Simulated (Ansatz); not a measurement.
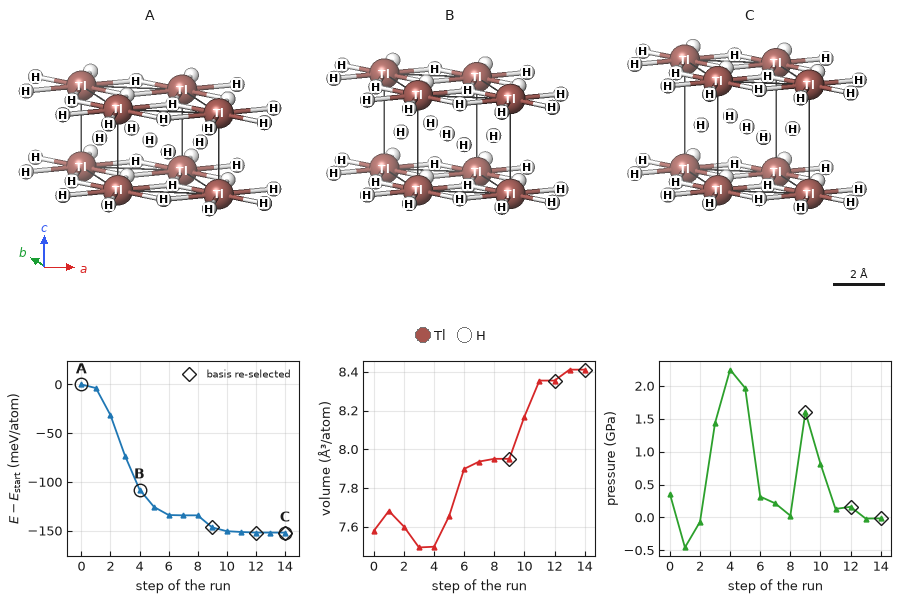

Frames of a relaxation of crystalline TlH5 (a generated structure, set up in P6/mmm) (coarse preliminary run), marked on the history of the run. Style: ball-and-stick. Shown: the cell of the calculation, slightly off an axis.

Level of theory: DFT PBE, scalar-relativistic, plane waves, PAW in Ansatz 0.2.0.

Input
```yaml
crystal:
  lattice:
    - [4.0045797164, 0.0, 0.0]
    - [-2.0022898582, 3.4680677659, 0.0]
    - [0.0, 0.0, 3.274131469]
  atoms:
    - { symbol: Tl, position: [0.0, 0.0, 0.0] }
    - { symbol: H, position: [0.3333333333, 0.6666666667, 0.0] }
    - { symbol: H, position: [0.6666666667, 0.3333333333, 0.0] }
    - { symbol: H, position: [0.5, 0.0, 0.5] }
    - { symbol: H, position: [0.5, 0.5, 0.5] }
    - { symbol: H, position: [0.0, 0.5, 0.5] }
basis:
  ecutwfc: 420
kpoints:
  mp_grid: { grid: [6, 6, 6] }
hamiltonian:
  xc: pbe
scf:
  occupations: { method: gaussian, width: 0.1 }
  lower_state_search: "off"
output:
  forces: true
  stress: true
  eigenvalues: true
relax:
  adjacent_minimum: "off"
  f_tol: 0.04
  max_steps: 70
  cell: { stress_tol: 0.4 }
```

Run as
```bash
ansatz run input.yaml --threads 1 --pin off --max-ram 2048MiB --backend cpu --events-out ev --progress --plain --runs-dir out
```

Q: Describe the path.

A: Over 11 accepted moves (14 points after the start) the energy falls by 152 meV per atom. All forces vanish by symmetry, so only the cell relaxes. The pressure goes from 0.36 to −0.01 GPa. The SCF was repeated 3 times at an unchanged geometry on a basis and grid sized afresh for the cell, which shifted the energy by 12.4 meV per atom at most. No atom moves by more than 0.005 Å relative to the cell. The volume changes by +11.0 %, with a = b 4.005 → 3.630 Å (−9.3 %), c 3.274 → 4.421 Å (+35.0 %). Some distances before and after: Tl1–H2 2.312 → 2.096 Å. The space group stays P6/mmm (No. 191). From step 0 to 4: volume −1.1 %, energy −108 meV per atom. From step 4 to 14: volume +12.2 %, energy −44.2 meV per atom.
